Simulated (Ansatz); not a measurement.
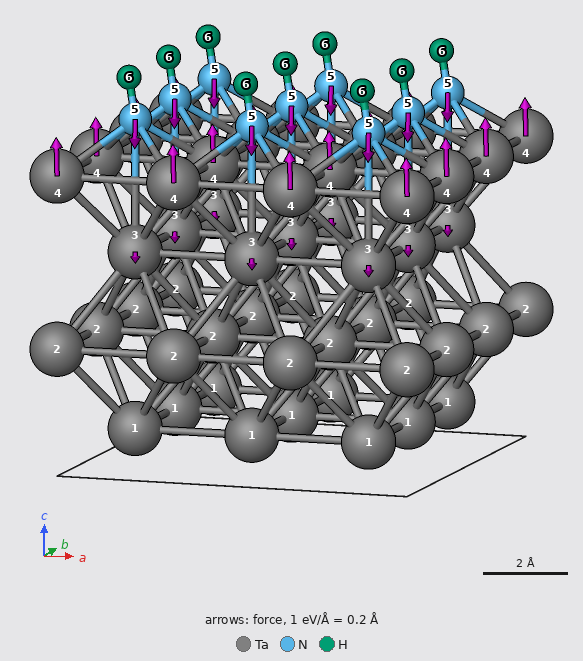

Starting geometry of a slab of composition Ta₄HN (cut from the Fm-3m phase) with the computed forces as purple arrows. The picture is a ball-and-stick view of the 3 × 3 repeat of the cell, outlined in the plane, without the vacuum, seen slightly off an axis.

Case: NH put over a Ta atom of a lower plane. The slab is the (1 0 0) face of Ta with NH on it. 2 atoms are held fixed.

The calculation used Ansatz 0.2.0, DFT PBEsol, scalar-relativistic, plane waves, PAW. Settings: plane-wave cutoff 420 eV; k-point mesh 10 × 10 × 1; occupations gaussian; smearing width 0.1 eV; no spin polarisation; dipole correction; atoms relaxed in a fixed cell; force threshold 0.03 eV/Å; at most 70 steps.

Q: What follows when this structure is relaxed?

A: It isn't relaxed: the largest force vector, on Ta4, is 4.79 eV/Å. The final displacements follow the starting forces only in part (cosine between the two patterns 0.74). The largest move is that of H6, 0.24 Å at 40° to the normal (−c side). By element the largest moves are H 0.24 Å, N 0.23 Å, Ta 0.20 Å. The cell doesn't change. Some distances before and after: Ta3–N5 3.223 → 3.034 Å, Ta4–N5 2.418 → 2.230 Å, Ta3–Ta4 2.894 → 3.080 Å, Ta3–Ta4 (another image) 2.894 → 3.058 Å. Among the angles between lasting bonds that change: Ta4–N5–H6 130.7° → 111.2°, Ta4–N5–Ta4 119.4° → 138.5°, Ta4–N5–H6 124.0° → 110.9°. The energy falls by 0.940 eV per cell of the calculation in 4 geometry steps. Largest force component: 4.8 eV/Å at the start, 0.014 eV/Å at the end.

Limits of the set-up: the periodic images lie only 3.0 Å apart, so the values are limited by the cell's size.
